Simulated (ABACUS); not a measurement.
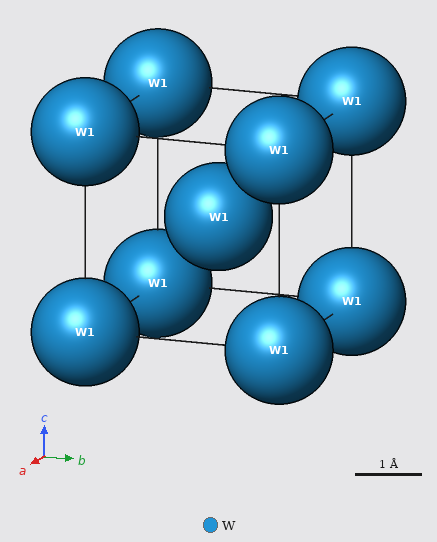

The structure (spheres-only view of the cell 2 times as large as that of the calculation, set on its symmetry axes, seen slightly off an axis; atoms are numbered from 1 in the order of the input).

## Band-structure run, with input and output: W (part 1 of 2)

System: W (Im-3m, 1 atom in the cell).
Method: Kohn-Sham DFT of a periodic cell, rPW86PBE, SG15 ONCV 1.2 PBE, no spin polarisation (ABACUS 3.10.1).

The structure derives from an entry of the Crystallography Open Database.

The program's output
```
ABACUS v3.10.1

               Atomic-orbital Based Ab-initio Computation at UStc

 ------------------------------------------------------------------------------------

 READING GENERAL INFORMATION
                           global_out_dir = OUT.W/
                           global_in_card = INPUT
                               pseudo_dir = ./
                              orbital_dir =
                                    DSIZE = 4
                                    GSIZE = 1

 READING UNITCELL INFORMATION
                                    ntype = 1
                  lattice constant (Bohr) = 1.88973
              lattice constant (Angstrom) = 1

 READING ATOM TYPE 1
                               atom label = W
                      L=0, number of zeta = 1
                      L=1, number of zeta = 1
                      L=2, number of zeta = 1
             number of atom for this type = 1

                        TOTAL ATOM NUMBER = 1
CARTESIAN COORDINATES ( UNIT =       1.889726124600 Bohr ).
    atom                   x                   y                   z     mag                  vx                  vy                  vz
tauc_W1            0.0000000000        0.0000000000        0.0000000000  0.0000        0.0000000000        0.0000000000        0.0000000000

                          Volume (Bohr^3) = 106.945
                             Volume (A^3) = 15.8476

 Lattice vectors: (Cartesian coordinate: in unit of a_0)
             -1.58234            +1.58234            +1.58234
             +1.58234            -1.58234            +1.58234
             +1.58234            +1.58234            -1.58234
 Reciprocal vectors: (Cartesian coordinate: in unit of 2 pi/a_0)
                   +0           +0.315987           +0.315987
            +0.315987                  +0           +0.315987
            +0.315987           +0.315987                  +0
 The esolver type has been set to : ksdft_pw

                PAO radial cut off (Bohr) = 7

 Read in pseudopotential file is W_ONCV_PBE-1.2.upf
                     pseudopotential type = NC
          exchange-correlation functional = PBE
                 nonlocal core correction = 0
                        valence electrons = 28
                                     lmax = 3
                           number of zeta = 0
                     number of projectors = 8
                           L of projector = 0
                           L of projector = 0
                           L of projector = 1
                           L of projector = 1
                           L of projector = 2
                           L of projector = 2
                           L of projector = 3
                           L of projector = 3
 XC functional updated to : GGA_X_RPW86+GGA_C_PBE
          exchange-correlation functional = GGA_X_RPW86+GGA_C_PBE
     initial pseudo atomic orbital number = 0

 SETUP THE ELECTRONS NUMBER
             electron number of element W = 28
       total electron number of element W = 28
            AUTOSET number of electrons:  = 28
                           occupied bands = 14
                                   NBANDS = 24
                                   NLOCAL = 9

%%%%%%%%%%%%%%%%%%%%%%%%%%%%%%%%%%%%%%%%%%%%%%%%%%%%%%%%%%%%%%%%%%%%%%%%%%%%%%%%%%%%%%%%%%%%%%%%%%%%%%%%%%
 Warning: the number of valence electrons in pseudopotential > 6 for W: [Xe] 4f14 5d4 6s2
 Pseudopotentials with additional electrons can yield (more) accurate outcomes, but may be less efficient.
 If you're confident that your chosen pseudopotential is appropriate, you can safely ignore this warning.
%%%%%%%%%%%%%%%%%%%%%%%%%%%%%%%%%%%%%%%%%%%%%%%%%%%%%%%%%%%%%%%%%%%%%%%%%%%%%%%%%%%%%%%%%%%%%%%%%%%%%%%%%%

 SETUP THE PLANE WAVE BASIS
 energy cutoff for charge/potential (unit:Ry) = 296
            fft grid for charge/potential = [ 30, 30, 30 ]
                        fft grid division = [ 1, 1, 1 ]
        big fft grid for charge/potential = [ 30, 30, 30 ]
                                     nbxx = 27000
                                     nrxx = 27000

 SETUP PLANE WAVES FOR CHARGE/POTENTIAL
                    number of plane waves = 9213
                         number of sticks = 603

 PARALLEL PW FOR CHARGE/POTENTIAL
     PROC   COLUMNS(POT)             PW
        1            603           9213
 --------------- sum -------------------
        1            603           9213
                            number of |g| = 125
                                  max |g| = 26.7592
                                  min |g| = 0

----------- Double Check Mixing Parameters Begin ------------
mixing_type: broyden
mixing_beta: 0.7
mixing_gg0: 1
mixing_gg0_min: 0.1
mixing_ndim: 8
----------- Double Check Mixing Parameters End ------------

 LATTICE VECTORS: (CARTESIAN COORDINATE: IN UNIT OF A0)
             -1.58234            +1.58234            +1.58234
             +1.58234            -1.58234            +1.58234
             +1.58234            +1.58234            -1.58234
                       right hand lattice = 1
                                   NORM_A = 2.7407
                                   NORM_B = 2.7407
                                   NORM_C = 2.7407
                           ALPHA (DEGREE) = 109.471
                           BETA  (DEGREE) = 109.471
                           GAMMA (DEGREE) = 109.471

 The lattice vectors have been changed (STRU_SIMPLE.cif)

(for optimal symmetric configuration:)
                             BRAVAIS TYPE = 2
                     BRAVAIS LATTICE NAME = 02. Cubic I (body-centered)
                                    ibrav = 2
                                    IBRAV = 2
                                  BRAVAIS = BODY CENTERED CUBIC
                       LATTICE CONSTANT A = 3.16469
Original cell was already a primitive cell.
                        ROTATION MATRICES = 48
              PURE POINT GROUP OPERATIONS = 48
                   SPACE GROUP OPERATIONS = 48
                              POINT GROUP = O_h
               POINT GROUP IN SPACE GROUP = O_h

 SETUP K-POINTS
                                    nspin = 1
                   Input type of k points = Monkhorst-Pack(Gamma)
                                   nkstot = 1000
                       right hand lattice = 1
(for reciprocal lattice: )
                             BRAVAIS TYPE = 3
                     BRAVAIS LATTICE NAME = 03. Cubic F (face-centered)
                                    ibrav = 3
                       right hand lattice = 1
(for k-lattice: )
                             BRAVAIS TYPE = 3
                     BRAVAIS LATTICE NAME = 03. Cubic F (face-centered)
                                    ibrav = 3
                       right hand lattice = 1
                        ROTATION MATRICES = 48
                               nkstot_ibz = 47
K-POINTS REDUCTION ACCORDING TO SYMMETRY
     IBZ    DIRECT_X    DIRECT_Y    DIRECT_Z  WEIGHT  ibz2bz
       1  0.00000000  0.00000000  0.00000000  0.0010       0
       2 -0.10000000  0.10000000  0.00000000  0.0120       1
       3 -0.20000000  0.20000000  0.00000000  0.0120       2
       4 -0.30000000  0.30000000  0.00000000  0.0120       3
       5 -0.40000000  0.40000000  0.00000000  0.0120       4
       6  0.50000000  0.50000000  0.00000000  0.0060       5
       7  0.10000000  0.10000000 -0.20000000  0.0240      11
       8 -0.10000000 -0.20000000  0.30000000  0.0480      12
       9 -0.40000000  0.30000000  0.10000000  0.0480      13
      10  0.50000000  0.40000000  0.10000000  0.0480      14
      11 -0.20000000 -0.20000000  0.40000000  0.0240      22
      12  0.50000000  0.30000000  0.20000000  0.0480      23
      13  0.40000000  0.40000000  0.20000000  0.0240      24
      14  0.40000000  0.30000000  0.30000000  0.0240      33
      15 -0.10000000 -0.10000000  0.30000000  0.0080     111
      16 -0.10000000 -0.20000000  0.40000000  0.0240     112
      17  0.50000000  0.30000000  0.10000000  0.0240     113
      18  0.40000000  0.40000000  0.10000000  0.0120     114
      19 -0.10000000  0.10000000  0.10000000  0.0060     119
      20  0.50000000  0.20000000  0.20000000  0.0240     122
      21  0.40000000  0.30000000  0.20000000  0.0480     123
      22 -0.20000000  0.20000000  0.10000000  0.0240     128
      23  0.30000000  0.30000000  0.30000000  0.0080     133
      24 -0.30000000  0.30000000  0.10000000  0.0240     137
      25 -0.30000000  0.20000000  0.20000000  0.0240     138
      26 -0.40000000  0.40000000  0.10000000  0.0240     146
      27 -0.40000000  0.30000000  0.20000000  0.0480     147
      28  0.50000000  0.50000000  0.10000000  0.0120     155
      29  0.50000000  0.40000000  0.20000000  0.0480     156
      30  0.50000000  0.30000000  0.30000000  0.0240     157
[... 17 further k points ...]

                               nkstot now = 47
[... K-POINTS DIRECT COORDINATES: 47 rows ...]

           k-point number in this process = 12
       minimum distributed K point number = 11
[... stars of the k points ...]

[... K-POINTS CARTESIAN COORDINATES: 12 rows ...]

[... K-POINTS DIRECT COORDINATES: 12 rows ...]

 SETUP PLANE WAVES FOR WAVE FUNCTIONS
     energy cutoff for wavefunc (unit:Ry) = 74
              fft grid for wave functions = [ 30, 30, 30 ]
                    number of plane waves = 1745
                         number of sticks = 201

 PARALLEL PW FOR WAVE FUNCTIONS
     PROC   COLUMNS(POT)             PW
        1            201           1745
 --------------- sum -------------------
        1            201           1745

 SETUP NONLOCAL PSEUDOPOTENTIALS IN PLANE WAVE BASIS
 W non-local projectors:
 projector 1 L=0
 projector 2 L=0
 projector 3 L=1
 projector 4 L=1
 projector 5 L=2
 projector 6 L=2
 projector 7 L=3
 projector 8 L=3
      TOTAL NUMBER OF NONLOCAL PROJECTORS = 32

 Init Non-Local PseudoPotential table :
 Init Non-Local-Pseudopotential done.

                                     npwx = 1157

 -------------------------------------------
 SELF-CONSISTENT
 -------------------------------------------
                                 init_chg = atomic

 PW ALGORITHM --------------- ION=   1  ELEC=   1--------------------------------
 Notice: Threshold on eigenvalues was too large.
 hsover_error=0.28 > DRHO=0.0579185
 Origin diag ethr = 0.01
 New diag ethr = 0.000206852

 Density error is 0.057530288007
                          Error Threshold = 0.000206851935967
----------------------------------------------------------
     Energy           Rydberg                 eV
----------------------------------------------------------
 E_KohnSham     -544.2743899765      -7405.2329791538
 E_Harris       -548.2534300089      -7459.3705961657
 E_Fermi        2.6595115595         36.1845111063
----------------------------------------------------------

 PW ALGORITHM --------------- ION=   1  ELEC=   2--------------------------------

 Density error is 0.0040674279711
                          Error Threshold = 0.000205465314311
----------------------------------------------------------
     Energy           Rydberg                 eV
----------------------------------------------------------
 E_KohnSham     -544.2880762430      -7405.4191903629
 E_Harris       -543.5316942975      -7395.1280860404
 E_Fermi        2.6137126848         35.5613854477
----------------------------------------------------------
```
